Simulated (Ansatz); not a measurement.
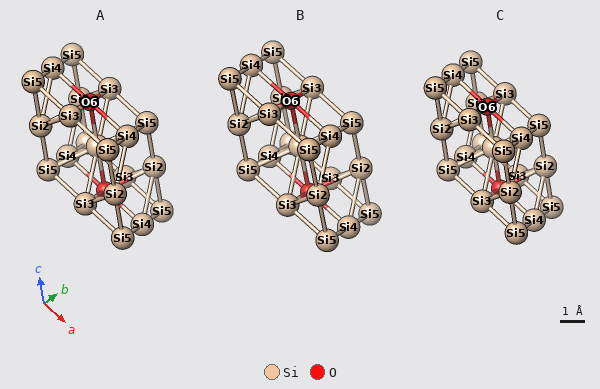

3 geometries from one relaxation of crystalline Si₅O (a generated structure, set up in I4/mmm) (coarse preliminary run), in shuffled order. The picture is a ball-and-stick view of the cell of the calculation, seen slightly off an axis.

Computed with DFT PBE, scalar-relativistic, plane waves, PAW in Ansatz 0.2.0. Settings: plane-wave cutoff 420 eV; k-point mesh 6 × 6 × 6; occupations gaussian; smearing width 0.1 eV; no spin polarisation; cell and atoms relaxed; force threshold 0.04 eV/Å; at most 70 steps.

Order the frames from highest to lowest energy.

C, A, B. They are steps 0, 2, 8, at +640 meV per atom, +68.7 meV per atom relative to the last. Over 6 accepted moves (8 points after the start) the energy falls by 640 meV per atom. All forces vanish by symmetry, so only the cell relaxes. Pressure: 63.36 GPa at the start and 0.00 GPa at the end. The SCF was repeated twice at an unchanged geometry on a basis and grid sized afresh for the cell, which shifted the energy by 25.1 meV per atom at most. The atoms keep their places relative to the cell (all moves are under 0.005 Å). The drawn cell changes as follows: a = b = c 4.365 → 4.907 Å (+12.4 %), α 111.1° → 113.2°, β 111.1° → 113.2°, γ 106.3° → 102.2°; the volume changes by +40.7 %. Among the contacts that change: Si–Si 2.619 → 3.080 Å, O–Si 2.183 → 2.453 Å, Si–Si 2.183 → 2.453 Å, Si–Si 2.469 → 2.701 Å. The space group stays I4/mmm (No. 139).
